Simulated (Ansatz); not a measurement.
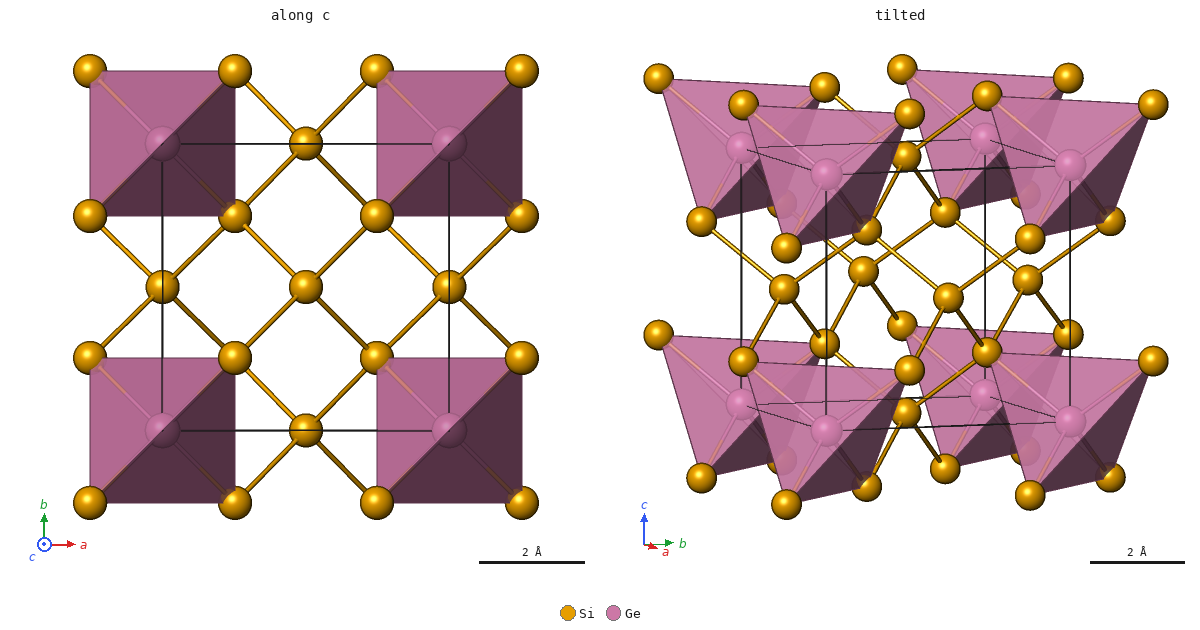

The figure gives a polyhedral picture of the atoms, viewed along the c axis and slightly off an axis. The frame is the conventional unit cell; atoms at its boundary are shown with their periodic copies. Some neighbours outside the box are added.

Si₇Ge, space group P-43m (No. 215), a = 5.50 Å, b = 5.50 Å, c = 5.50 Å, α = 90.00°, β = 90.00°, γ = 90.00°.

Calculation details: Ansatz, DFT PBEsol, scalar-relativistic, plane waves, PAW; a 420 eV plane-wave basis, k-point mesh 8×8×8, Gaussian smearing of 0.01 eV, no spin polarisation.

How large a gap does the method give, if there is one?

A semiconductor at this level, with a gap of 0.32 eV.

Which way would the volume go on relaxing?

The computed pressure is -1.9 GPa (stretched: it would shrink).

The structure comes from a structure listed in the Materials Project. Earlier steps of the study, as a rule a relaxation of our own, may have changed the cell and positions, so they can lie some per cent off the listed ones. Ansatz was used for an electronic-structure calculation on it.
